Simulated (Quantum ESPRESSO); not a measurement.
**Run report: BP, dielectric calculation (part 2 of 2)**

The same run, continued: BP (F-43m, 2 atoms in the cell); Kohn-Sham DFT of a periodic cell, RPBE with D3(BJ) two-body, JTH 2.0 PBE, no spin polarisation (Quantum ESPRESSO 7.5); cutoff 489.81 eV, 8×8×8 k-mesh, fermi-dirac of 0.05 eV. The structure derives from an entry of the Crystallography Open Database.

Geometry of the input (Å; fractional positions):
```
0.0000  2.2690  2.2690
2.2690  0.0000  2.2690
2.2690  2.2690  0.0000
P  0.7500  0.7500  0.7500
B  0.0000  0.0000  0.0000
```

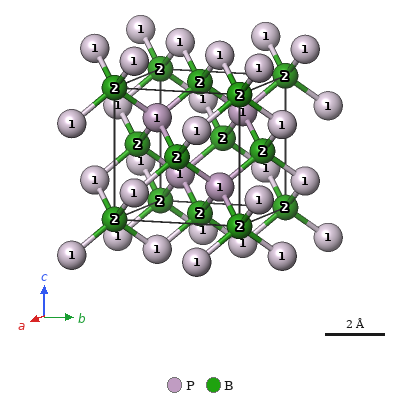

*The structure (ball-and-stick view of the cell 4 times as large as that of the calculation, set on its symmetry axes, seen slightly off an axis; neighbours outside the cell are drawn fainter; atoms are numbered from 1 in the order of the input).*

The program's output, continued:
```
     total energy              =     -67.53498705 Ry
     estimated scf accuracy    <       0.00000004 Ry

     iteration #  7     ecut=    36.00 Ry     beta= 0.50
     Davidson diagonalization with overlap
     ethr =  4.43E-10,  avg # of iterations =  3.1

     negative rho (up, down):  7.754E-04 0.000E+00

     total energy              =     -67.53498708 Ry
     estimated scf accuracy    <       0.00000004 Ry

     iteration #  8     ecut=    36.00 Ry     beta= 0.50
     Davidson diagonalization with overlap
     ethr =  4.43E-10,  avg # of iterations =  1.0

     negative rho (up, down):  7.754E-04 0.000E+00

     total energy              =     -67.53498708 Ry
     estimated scf accuracy    <          3.2E-09 Ry

     iteration #  9     ecut=    36.00 Ry     beta= 0.50
     Davidson diagonalization with overlap
     ethr =  3.99E-11,  avg # of iterations =  2.0

     negative rho (up, down):  7.754E-04 0.000E+00

     End of self-consistent calculation

          k = 0.0442 0.0442 0.0442 (   558 PWs)   bands (ev):

    -6.0713   8.7589   9.2164   9.2164  12.9089  12.9089  12.9745  16.9556
    21.2411

          k = 0.1326 0.1326-0.0442 (   565 PWs)   bands (ev):

    -5.6976   6.9770   8.0823   9.0377  13.2356  13.4734  13.9567  17.7283
    19.6737

          k = 0.2210 0.2210-0.1326 (   576 PWs)   bands (ev):

    -4.7892   4.0292   7.4277   8.3491  13.5655  13.9707  14.5204  18.7038
    19.6093

          k = 0.3094 0.3094-0.2210 (   579 PWs)   bands (ev):

    -3.4885   1.4255   7.1400   7.7505  13.3963  14.1724  14.3128  19.5813
    21.4719

          k =-0.3094-0.3094 0.3977 (   574 PWs)   bands (ev):

    -2.7991   0.4000   7.2267   7.4317  13.2888  14.0879  14.3202  19.6797
    22.7524

          k =-0.2210-0.2210 0.3094 (   583 PWs)   bands (ev):

    -3.9418   2.2100   7.4635   7.6451  13.3160  14.0943  14.6410  18.9753
    21.2006

          k =-0.1326-0.1326 0.2210 (   572 PWs)   bands (ev):

    -5.1469   5.0073   7.8689   8.3074  13.2108  14.0277  14.6204  17.9106
    20.1984

          k =-0.0442-0.0442 0.1326 (   567 PWs)   bands (ev):

    -5.8838   7.9121   8.5783   8.9313  12.5949  13.6606  13.7384  17.2782
    19.9440

          k = 0.2210 0.0442 0.0442 (   569 PWs)   bands (ev):

    -5.5108   6.9372   7.7593   8.1069  12.1163  14.8016  14.9344  16.6474
    19.9227

          k = 0.3094 0.1326-0.0442 (   574 PWs)   bands (ev):

    -4.7796   5.0510   6.4890   7.6391  12.4218  15.3713  15.8187  16.1247
    20.8274

          k = 0.3977 0.2210-0.1326 (   578 PWs)   bands (ev):

    -3.5863   2.4420   5.9858   6.9607  12.9105  15.1002  16.3391  16.9413
    21.9251

          k =-0.2210-0.3977 0.4861 (   574 PWs)   bands (ev):

    -2.4618   0.6972   5.6522   6.7692  13.1355  14.6716  16.2504  19.2552
    21.2040

          k =-0.1326-0.3094 0.3977 (   577 PWs)   bands (ev):

    -3.1436   1.7005   5.4823   7.2067  13.5529  14.4354  16.1516  18.5754
    21.1811

          k =-0.0442-0.2210 0.3094 (   575 PWs)   bands (ev):

    -4.4285   4.1553   5.7475   7.9727  13.5882  14.4947  15.8691  16.9411
    19.8065

          k = 0.0442-0.1326 0.2210 (   569 PWs)   bands (ev):

    -5.3277   5.9981   7.2841   8.5587  12.8909  14.3454  14.8013  17.2185
    19.7489

          k = 0.3977 0.0442 0.0442 (   574 PWs)   bands (ev):

    -4.2322   4.7237   6.2159   6.3176  11.2182  13.8274  17.5704  17.6280
    22.2008

          k = 0.4861 0.1326-0.0442 (   580 PWs)   bands (ev):

    -3.1998   3.1138   5.1113   5.8216  11.6839  13.5289  17.7332  18.9579
    23.1496

          k =-0.1326-0.4861 0.5745 (   575 PWs)   bands (ev):

    -1.9730   1.4575   3.9884   5.7748  12.1061  15.6174  17.2862  19.0402
    21.6444

          k =-0.0442-0.3977 0.4861 (   578 PWs)   bands (ev):

    -2.0329   1.5719   3.4183   6.2876  12.6784  16.4976  18.2657  18.9841
    19.1833

          k = 0.0442-0.3094 0.3977 (   572 PWs)   bands (ev):

    -3.2566   2.6207   4.3878   7.1473  13.5305  15.0422  17.0822  17.5928
    20.3743

          k = 0.1326-0.2210 0.3094 (   578 PWs)   bands (ev):

    -4.2632   3.1638   6.7419   7.8431  13.3896  14.3549  15.1975  17.8499
    20.6220

          k = 0.5745 0.0442 0.0442 (   577 PWs)   bands (ev):

    -2.3636   2.0708   5.1581   5.4552  10.8025  11.9117  20.2330  20.2712
    24.0278

          k =-0.0442-0.5745 0.6629 (   580 PWs)   bands (ev):

    -1.3645   1.0454   4.3540   5.1169  11.4028  12.4715  20.0516  20.9466
    22.9206

          k = 0.0442-0.4861 0.5745 (   575 PWs)   bands (ev):

    -1.3487   1.1931   3.2674   5.5760  11.9264  15.4201  18.3499  19.7512
    20.9716

          k = 0.1326-0.3977 0.4861 (   571 PWs)   bands (ev):

    -2.1468   0.9717   4.4732   6.4435  12.8416  15.5613  17.5075  19.0424
    20.0639

          k = 0.2210-0.3094 0.3977 (   579 PWs)   bands (ev):

    -2.9578   0.8854   6.5726   7.3012  13.4232  14.1265  15.0688  19.4904
    21.7281

          k =-0.6629 0.0442 0.0442 (   582 PWs)   bands (ev):

    -1.4425   0.9599   4.9564   5.2790  10.8111  11.4311  21.1201  21.1972
    24.2472

          k =-0.5745 0.1326-0.0442 (   579 PWs)   bands (ev):

    -2.2371   2.0152   4.6118   5.3377  11.4867  12.8342  18.9570  20.2441
    23.3377

          k =-0.4861 0.2210-0.1326 (   574 PWs)   bands (ev):

    -2.7945   1.8747   5.0324   6.2087  12.4488  15.8236  16.4236  17.7389
    22.3567

          k =-0.4861 0.0442 0.0442 (   574 PWs)   bands (ev):

    -3.3533   3.4078   5.5704   5.8041  10.9336  12.7203  18.9744  18.9809
    23.2900

          k =-0.3977 0.1326-0.0442 (   574 PWs)   bands (ev):

    -4.0635   4.1163   5.7617   6.6283  12.0029  14.5345  16.5318  17.5306
    22.0830

          k =-0.3094 0.0442 0.0442 (   574 PWs)   bands (ev):

    -4.9572   5.8981   6.9800   7.1049  11.6292  15.1841  16.1710  16.2611
    20.9756

          k = 0.1326 0.1326 0.1326 (   567 PWs)   bands (ev):

    -5.5131   5.9930   8.5555   8.5555  13.3824  13.7845  13.7845  18.3083
    20.1163

          k = 0.2210 0.2210 0.0442 (   570 PWs)   bands (ev):

    -4.9646   5.0429   6.5125   8.5824  13.9097  13.9334  14.8464  17.8524
    18.9032

          k = 0.3094 0.3094-0.0442 (   575 PWs)   bands (ev):

    -3.9142   3.3310   5.0162   7.8390  13.6292  14.9507  15.9228  18.0566
    19.0406

          k =-0.3094-0.3094 0.5745 (   574 PWs)   bands (ev):

    -2.6278   1.1762   4.9557   7.0629  12.9135  15.6412  16.0651  19.7886
    21.0413

          k =-0.2210-0.2210 0.4861 (   574 PWs)   bands (ev):

    -2.6145   1.1462   5.4253   6.6001  12.4511  16.1474  16.1757  17.7345
    22.0844

          k =-0.1326-0.1326 0.3977 (   577 PWs)   bands (ev):

    -3.9012   3.3088   6.2558   6.5661  12.2019  15.4333  16.3684  16.6254
    22.4568

          k = 0.3094 0.1326 0.1326 (   578 PWs)   bands (ev):

    -4.6056   4.1083   7.1753   7.4237  12.7207  15.0362  15.5821  16.6107
    21.3454

          k = 0.3977 0.2210 0.0442 (   575 PWs)   bands (ev):

    -3.7329   3.3513   5.0728   6.9652  13.2430  15.0789  15.8576  17.4015
    21.2888

          k =-0.2210-0.3977 0.6629 (   571 PWs)   bands (ev):

    -2.4960   2.0388   3.9066   6.1054  13.8257  14.9909  16.7271  18.8811
    20.8089

          k =-0.1326-0.3094 0.5745 (   570 PWs)   bands (ev):

    -1.8374   1.1675   4.0270   5.6154  13.3514  15.3694  17.5816  18.9946
    19.8292

          k =-0.0442-0.2210 0.4861 (   572 PWs)   bands (ev):

    -2.9044   2.6021   4.5121   5.9011  12.9429  14.8239  16.1613  18.9203
    22.3478

          k = 0.4861 0.1326 0.1326 (   576 PWs)   bands (ev):

    -3.0584   2.5725   5.0761   6.0851  11.7475  14.6037  17.7368  17.7407
    23.1280

          k =-0.1326-0.4861 0.7513 (   574 PWs)   bands (ev):

    -2.0058   1.8492   4.0686   5.0873  12.7312  14.2741  17.2166  20.1581
    21.7262

          k =-0.0442-0.3977 0.6629 (   576 PWs)   bands (ev):

    -1.1494   1.2754   3.4876   4.3577  14.0904  15.6294  16.7618  17.9668
    21.7711

          k = 0.0442-0.3094 0.5745 (   571 PWs)   bands (ev):

    -1.7217   1.5820   3.6019   5.0603  14.0608  15.3201  16.3623  19.2864
    20.6191

          k =-0.7513 0.1326 0.1326 (   575 PWs)   bands (ev):

    -1.3395   1.1025   3.6579   5.5876  11.2396  13.8012  19.7805  20.2843
    22.3271

          k =-0.6629 0.2210 0.0442 (   579 PWs)   bands (ev):

    -1.2438   1.1763   3.7967   4.6924  12.6240  13.9884  18.3680  19.8288
    21.9586

          k =-0.5745 0.1326 0.1326 (   576 PWs)   bands (ev):

    -2.1361   1.8151   4.1417   5.7551  11.4149  14.0635  18.8673  19.1097
    23.0154

          k = 0.2210 0.2210 0.2210 (   574 PWs)   bands (ev):

    -4.4438   3.0489   7.9446   7.9446  13.2726  14.1941  14.1941  19.4611
    20.8402

          k = 0.3094 0.3094 0.1326 (   576 PWs)   bands (ev):

    -3.7662   2.3440   6.1183   7.8167  13.6138  14.5458  14.9887  19.0184
    20.0003

          k =-0.3094-0.3094 0.7513 (   574 PWs)   bands (ev):

    -2.6678   2.0100   3.8131   6.9702  12.7644  16.3446  17.3039  18.9284
    19.9732

          k =-0.2210-0.2210 0.6629 (   573 PWs)   bands (ev):

    -1.6153   1.2911   3.1613   6.1749  11.8922  17.0670  18.0190  18.9338
    20.4499

          k = 0.3977 0.2210 0.2210 (   586 PWs)   bands (ev):

    -3.3114   1.5586   6.6786   6.9942  12.9310  14.9334  15.3115  18.2516
    21.8332

          k =-0.2210-0.3977 0.8397 (   572 PWs)   bands (ev):

    -2.4575   1.2845   4.8190   6.3201  13.5322  14.6146  17.5464  18.1142
    20.9060

          k =-0.1326-0.3094 0.7513 (   573 PWs)   bands (ev):

    -1.4738   1.3380   3.2822   5.2931  13.2257  16.2803  17.4734  18.2169
    20.5354

          k =-0.8397 0.2210 0.2210 (   574 PWs)   bands (ev):

    -1.9836   1.0544   4.1543   6.3197  12.0851  17.0927  17.1598  17.7735
    21.5197

          k = 0.3094 0.3094 0.3094 (   577 PWs)   bands (ev):

    -3.1307   0.7353   7.6191   7.6191  13.1451  14.0746  14.0746  19.5843
    23.0865

          k =-0.3094-0.3094 0.9281 (   575 PWs)   bands (ev):

    -2.6301   0.5544   6.2033   7.2295  13.1612  14.8737  14.8764  19.8915
    21.9735

     the Fermi energy is     9.9844 ev

!    total energy              =     -67.53498709 Ry
     total all-electron energy =       -67.534987 Ry
     estimated scf accuracy    <          3.4E-11 Ry
     smearing contrib. (-TS)   =      -0.00000000 Ry
     internal energy E=F+TS    =     -67.53498709 Ry

     The total energy is F=E-TS. E is the sum of the following terms:
     one-electron contribution =       7.26392733 Ry
     hartree contribution      =       1.25842704 Ry
     xc contribution           =      -6.64548736 Ry
     ewald contribution        =     -20.98323957 Ry
     DFT-D3 Dispersion         =      -0.16058980 Ry
     one-center paw contrib.   =     -48.26802472 Ry

     convergence has been achieved in   9 iterations

     negative rho (up, down):  7.754E-04 0.000E+00

     Forces acting on atoms (cartesian axes, Ry/au):

     atom    1 type  1   force =     0.00000000   -0.00000000   -0.00000000
     atom    2 type  2   force =    -0.00000000    0.00000000   -0.00000000

     Total force =     0.000000     Total SCF correction =     0.000000

     Computing stress (Cartesian axis) and pressure

     negative rho (up, down):  7.754E-04 0.000E+00
          total   stress  (Ry/bohr**3)                   (kbar)     P=     -154.63
  -0.00105119  -0.00000000  -0.00000000         -154.63       -0.00       -0.00
  -0.00000000  -0.00105119  -0.00000000           -0.00     -154.63       -0.00
  -0.00000000  -0.00000000  -0.00105119           -0.00       -0.00     -154.63

=------------------------------------------------------------------------------=
   JOB DONE.
=------------------------------------------------------------------------------=
```

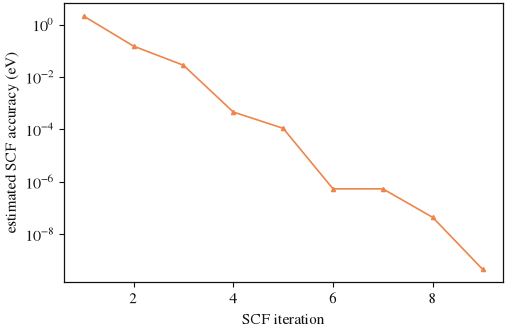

*Convergence of the self-consistent field: estimated SCF accuracy against the iteration.*

The field takes 9 iterations in all.

Summary:

| quantity | value |
| --- | --- |
| outcome | converged |
| space group (tolerance 0.01 Å) | F-43m (216) |
| electrons treated | 8 |
| free energy | −918.8603 eV |
| Fermi energy | 9.984 eV |
| gap on the k-point mesh | 1.59 eV |
| pressure | −15.46 GPa |
| largest force (length of the vector) | under 0.001 eV/Å |
| ε∞ (xx, yy, zz) | 9.19, 9.19, 9.19 |
| Born charges (mean of the diagonal) | P1 (0.49 e); B2 (−0.49 e) |
| wall time | 26 s |
| peak memory | 0.07 GiB |

Notes:

The record of the run, not the program, notes: potentials made for another functional. Notes on the run: negative rho. Points of doubt noted for this run: potentials made for another functional. The cell is under a tension of 15.5 GPa at this level, so it is not at its equilibrium volume.
